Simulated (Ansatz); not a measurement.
# What a change does: single-point calculation on Al

System: Al (1 atom in the cell).
Method of run 1: DFT PBE, scalar-relativistic, plane waves, PAW, no spin polarisation (Ansatz 0.2.0).

The structure derives from a Materials Project entry. Text and figures count atoms from 1; the logs count them from 0 in places.

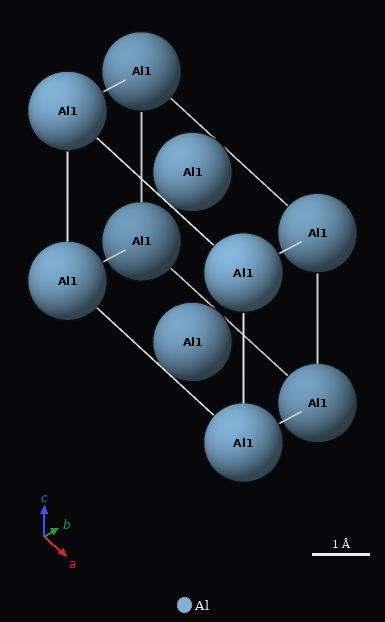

The structure (spheres-only view of the cell 2 times as large as that of the calculation, set on its symmetry axes, seen slightly off an axis; atoms are numbered from 1 in the order of the input).

## Input, run 1
```yaml
crystal:
  lattice:
    - [-1.6458166693, 1.8156552445, 1.6175102401]
    - [1.6458166693, -1.8156552445, 1.6175102401]
    - [1.4193652357, 1.5892038109, -1.6175102401]
  atoms:
    - { symbol: Al, position: [0.0, 0.0, 0.0] }
basis:
  ecutwfc: 420
kpoints:
  mp_grid: { grid: [20, 20, 20] }
hamiltonian:
  xc: pbe
scf:
  occupations: { method: gaussian, width: 0.15 }
output:
  forces: true
  stress: true
  eigenvalues: true
```

Command:
```bash
ansatz run input.yaml --threads 1 --pin off --max-ram 2048MiB --backend cpu --events-out ev --progress --plain --runs-dir out
```

Hardware: 1 thread of Intel Xeon (Sapphire Rapids), 64 GiB of memory available, shared host.

## Output, shortened to warnings, some set-up lines, iterations and results (run 1)
```
Basis set: ecut = 420 eV, 319 PW (Γ), exchange–correlation on 40×40×36 points (8 copies of the dense FFT grid, shifted against one another)
Symmetry: 4 space group operations
k-points: 2112 of 8000
Initial density: superposition of atomic densities (neutral atoms: chi_scale 0, normalization atom), corrected by the library's trained network
[...]
SCF iter   1: F=—  HF=-537.376030 eV  |F-HF|=—  |Δ(HF+E_count)|=         —  Δρ=9.08e-4  dr2=1.38e-4  ethr=1.77e-3  ⟨swp⟩=4.6  Hψ=109051  notcnv=0
SCF iter   2: F=—  HF=-537.376020 eV  |F-HF|=—  |Δ(HF+E_count)|=   1.07e-5  Δρ=4.16e-4  dr2=2.76e-5  ethr=4.59e-6  ⟨swp⟩=1.5  Hψ=30915  notcnv=0
SCF iter   3: F=—  HF=-537.376037 eV  |F-HF|=—  |Δ(HF+E_count)|=   1.75e-5  Δρ=1.74e-5  dr2=3.17e-8  ethr=9.21e-7  ⟨swp⟩=1.0  Hψ=11828  notcnv=0
SCF iter   4: F=-537.376037 eV  HF=-537.376037 eV  |F-HF|=6.19e-10  |Δ(HF+E_count)|=   2.48e-8  Δρ=2.55e-6  dr2=5.65e-10  ethr=1.06e-9  ⟨swp⟩=2.1  Hψ=15014  notcnv=0
SCF iter   5: F=-537.376037 eV  HF=-537.376037 eV  |F-HF|=5.80e-12  |Δ(HF+E_count)|=  6.44e-10  Δρ=2.65e-7  dr2=5.24e-12  ethr=1.88e-11  ⟨swp⟩=1.9  Hψ=14482  notcnv=0
SCF iter   6: F=-537.376037 eV  HF=-537.376037 eV  |F-HF|=2.27e-13  |Δ(HF+E_count)|=  6.25e-12  Δρ=1.26e-8  dr2=1.18e-14  ethr=1.00e-12  ⟨swp⟩=2.0  Hψ=40431  notcnv=0
SCF 1 converged in 6 iterations: F = -537.376037 eV  dr2 = 1.18e-14
SCF converged after 6 iterations
Free energy (F): -537.376037 eV
Harris-Foulkes:  -537.376037 eV  (|F-HF|=2.27e-13)
Internal energy: -537.371091 eV  (E = F + TS)
E sigma→0 (E₀):  -537.373564 eV
Entropy (-TS):   -0.004947 eV (-4.947 meV/atom)
Fermi energy:    7.730044 eV
--- Per-component energies (eV) ---
  E_band       = 10.160390
  E_kinetic    = 22.558905
  E_local      = 9.332563  (includes V_loc(G=0)·N_el)
  E_nonlocal   = 10.564880
  E_hartree    = 0.111422
  E_xc         = -39.648130
  E_vxc        = -28.829557  (∫ρ·V_xc dr)
  E_paw        = -467.362400  (= ΣΔE_a)
  E_vpaw       = -3.689245  (= ΣTr[D̂ρ^β])
  E_aug_tail   = -0.000002  (compensation charges beyond the density's cutoff)
  E_ewald      = -72.928331
  E_smearing   = -0.004947  (= −TS)
  E_closure    = -0.000000  (closes the sum)
  Σ components = -537.376037   (vs F -537.376037, Δ=0.00e0)
--- Forces (eV/Å), atoms counted from 1 ---
  atom   1  Al     0.00000000     0.00000000     0.00000000
  max |Σ_I F_I| component: 1.23e-32 eV/Å
--- Stress (GPa, compression-positive) ---
        0.657518       5.899509       0.000000
        5.899509       3.801622       0.000000
        0.000000       0.000000       1.739388
  P = ⅓ Tr σ = 2.0662 GPa (20.662 kbar)
```

For run 2 the input was changed thus:
```diff
-  ecutwfc: 420
+  ecutwfc: "36.7 Ry"
+  dispersion: d3bj
+  eigensolver: { kind: davidson }
```

How does run 2 compare with run 1?

The total energies belong to different models, so their difference says nothing on which is more stable or more accurate. The pressure goes from 2.07 to −1.19 GPa. The number of SCF iterations is the same. The plane waves at Γ go from 319 to 423. On the same kind of shared host run 2 took about 1.6 times as long.

## Output, shortened to warnings, some set-up lines, iterations and results (run 2)
```
Basis set: ecut = 499.3289376138798 eV, 423 PW (Γ), exchange–correlation on 48×48×40 points (8 copies of the dense FFT grid, shifted against one another)
Symmetry: 4 space group operations
k-points: 2112 of 8000
Initial density: superposition of atomic densities (neutral atoms: chi_scale 0, normalization atom), corrected by the library's trained network
[...]
SCF iter   1: F=—  HF=-537.706558 eV  |F-HF|=—  |Δ(HF+E_count)|=         —  Δρ=9.18e-4  dr2=1.41e-4  ethr=1.77e-3  ⟨swp⟩=6.6  Hψ=65043  notcnv=0
SCF iter   2: F=—  HF=-537.706552 eV  |F-HF|=—  |Δ(HF+E_count)|=   6.79e-6  Δρ=4.17e-4  dr2=2.73e-5  ethr=4.69e-6  ⟨swp⟩=2.2  Hψ=17136  notcnv=0  defer=115
SCF iter   3: F=-537.706552 eV  HF=-537.706552 eV  |F-HF|=1.25e-8  |Δ(HF+E_count)|=   5.84e-7  Δρ=2.28e-5  dr2=6.60e-8  ethr=1.76e-9  ⟨swp⟩=4.3  Hψ=39566  notcnv=0  defer=8
SCF iter   4: F=-537.706552 eV  HF=-537.706552 eV  |F-HF|=2.14e-9  |Δ(HF+E_count)|=   1.92e-8  Δρ=3.90e-6  dr2=3.30e-9  ethr=1.76e-9  ⟨swp⟩=2.0  Hψ=16109  notcnv=0  defer=6
SCF iter   5: F=-537.706552 eV  HF=-537.706552 eV  |F-HF|=6.45e-11  |Δ(HF+E_count)|=  9.27e-10  Δρ=1.05e-6  dr2=1.93e-10  ethr=1.10e-10  ⟨swp⟩=3.7  Hψ=20669  notcnv=0  defer=1
SCF iter   6: F=-537.706552 eV  HF=-537.706552 eV  |F-HF|=2.73e-12  |Δ(HF+E_count)|=  4.46e-11  Δρ=1.86e-7  dr2=7.24e-12  ethr=6.43e-12  ⟨swp⟩=2.0  Hψ=16078  notcnv=0  defer=1
SCF 1 converged in 6 iterations: F = -537.706552 eV  dr2 = 7.24e-12
  Residual-converged pass: ⟨swp⟩=2.0  Hψ=15797  notcnv=0  max |occ|·‖R‖ = 6.3e-6 eV (tolerance 6.7e-6 eV)  dr2=9.21e-12  dr2_onsite=1.98e-13  max |Δocc| = 2.8e-10
SCF converged after 6 iterations
Free energy (F): -537.706552 eV
Harris-Foulkes:  -537.706552 eV  (|F-HF|=2.73e-12)
Internal energy: -537.701606 eV  (E = F + TS)
E sigma→0 (E₀):  -537.704079 eV
Entropy (-TS):   -0.004946 eV (-4.946 meV/atom)
Fermi energy:    7.730009 eV
--- Per-component energies (eV) ---
  E_band       = 10.160428
  E_kinetic    = 22.559274
  E_local      = 9.333529  (includes V_loc(G=0)·N_el)
  E_nonlocal   = 10.564582
  E_hartree    = 0.111399
  E_xc         = -39.648328
  E_vxc        = -28.829396  (∫ρ·V_xc dr)
  E_paw        = -467.363640  (= ΣΔE_a)
  E_vpaw       = -3.690358  (= ΣTr[D̂ρ^β])
  E_aug_tail   = -0.000001  (compensation charges beyond the density's cutoff)
  E_ewald      = -72.928331
  E_disp       = -0.330090  (pairwise vdW)
  E_smearing   = -0.004946  (= −TS)
  E_closure    = -0.000000  (closes the sum)
  Σ components = -537.706552   (vs F -537.706552, Δ=0.00e0)
--- Forces (eV/Å), atoms counted from 1 ---
  atom   1  Al     0.00000000     0.00000000     0.00000000
  max |Σ_I F_I| component: 0.00e0 eV/Å
--- Stress (GPa, compression-positive) ---
       -2.617689       5.867004       0.000000
        5.867004       0.562984       0.000000
        0.000000       0.000000      -1.523491
  P = ⅓ Tr σ = -1.1927 GPa (-11.927 kbar)
```

## The two runs side by side

```tsv
quantity	run 1	run 2
outcome	converged	converged
free energy per atom (eV)	−537.3760	−537.7066
energy per atom, smearing taken to zero (eV)	−537.3736	−537.7041
gap on the mesh (eV)	0.00	0.00
pressure (GPa)	2.07	−1.19
largest force (eV/Å)	0.000	0.000
SCF iterations	6	6
irreducible k-points	2112	2112
plane waves at Γ	319	423
wall time (shared host)	8.8 s	14 s
```
